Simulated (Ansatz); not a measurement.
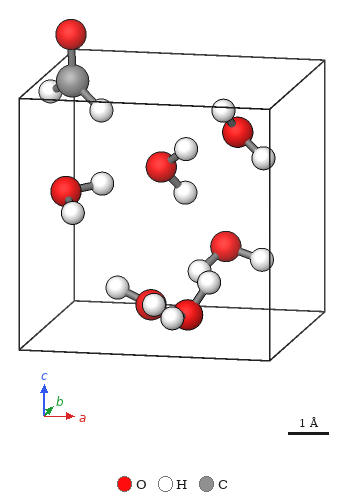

Starting frame of a dynamics run of a periodic cell with 6 H2O + 1 H2CO at 0.865 g/cm³. A ball-and-stick model of the simulation cell, seen slightly off an axis.

These are results of Ansatz, DFT LDA, scalar-relativistic, plane waves, PAW, not measurements.

Input file:
```yaml
crystal:
  lattice:
    - [6.423966, 0.0, 0.0]
    - [0.0, 6.423966, 0.0]
    - [0.0, 0.0, 6.423966]
  atoms:
    - { symbol: O, position: [0.44091058, 0.57434434, 0.63438355] }
    - { symbol: H, position: [0.52175233, 0.64392303, 0.52204317] }
    - { symbol: H, position: [0.55363504, 0.51221663, 0.7223023] }
    - { symbol: O, position: [0.78435131, 0.40100533, 0.8211514] }
    - { symbol: H, position: [0.75102812, 0.29341888, 0.92639777] }
    - { symbol: H, position: [0.89933157, 0.34529941, 0.733577] }
    - { symbol: O, position: [0.12217261, 0.29490203, 0.57791211] }
    - { symbol: H, position: [0.24553313, 0.38953819, 0.59568562] }
    - { symbol: H, position: [0.17782013, 0.16619346, 0.51994209] }
    - { symbol: O, position: [0.4205218, 0.48127366, 0.10390605] }
    - { symbol: H, position: [0.46406152, 0.33572674, 0.13397951] }
    - { symbol: H, position: [0.28096835, 0.50723109, 0.16105622] }
    - { symbol: O, position: [0.66065309, 0.74599348, 0.29416345] }
    - { symbol: H, position: [0.80879236, 0.7282611, 0.25129504] }
    - { symbol: H, position: [0.58051572, 0.6357639, 0.21353747] }
    - { symbol: O, position: [0.64320234, 0.13424537, 0.14121234] }
    - { symbol: H, position: [0.72339332, 0.15960994, 0.26831966] }
    - { symbol: H, position: [0.61592503, -0.01906917, 0.15630647] }
    - { symbol: O, position: [0.0504139, 0.70990583, 1.11782859] }
    - { symbol: C, position: [0.05070019, 0.73743851, 0.92808857] }
    - { symbol: H, position: [-0.06265286, 0.85091911, 0.85887801] }
    - { symbol: H, position: [0.17984841, 0.67286275, 0.82859461] }
basis:
  ecutwfc: 420.0
kpoints:
  mp_grid: { grid: [1, 1, 1] }
hamiltonian:
  xc: lda
scf:
  occupations: { method: fermi_dirac, width: 0.02 }
  lower_state_search: "off"
md:
  timestep: 0.5
  n_steps: 300
  ensemble: nvt_langevin
  temperature: 400.0
  initial_velocities: maxwell_boltzmann
  seed: 59265
  friction: 0.02
```

Run as
```bash
ansatz run input.yaml --threads 1 --pin off --max-ram 3072MiB --backend cpu --events-out ev --progress --plain --runs-dir out
```

What does the trajectory do?

The mean temperature in the second half is 330 K (standard deviation 54 K). The potential energy in the second half lies on average 24.8 meV per atom above the first frame. Root-mean-square distances from the starting positions over the second half, with the common drift of all atoms taken out: H 0.47 Å, O 0.36 Å, C 0.25 Å. The heavy atoms stay within a fraction of a molecule's size of their starting places; so short a run doesn't tell a liquid from a solid.

Along the run (each row but the first and the last is the mean over the interval that it begins):

```
time (fs)  potential energy (meV/atom)  T (K)
      0.0                          0.0    382
     15.0                         26.4    264
     30.0                         22.7    248
     45.0                         24.0    267
     60.0                         22.6    273
     75.0                         19.2    323
     90.0                         25.0    260
    105.0                         21.5    349
    120.0                         28.1    349
    135.0                         29.6    369
    150.0                         44.5    288
```

The paths of the atoms:

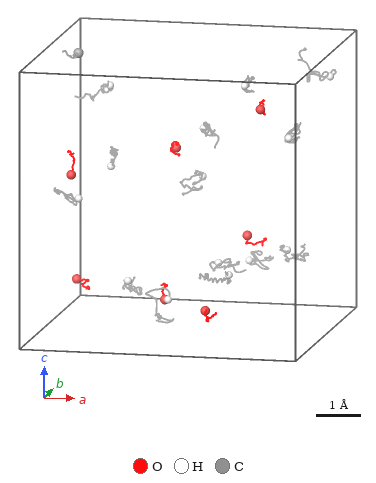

Limits of the set-up: the periodic images lie only 6.4 Å apart, so the values are limited by the cell's size.
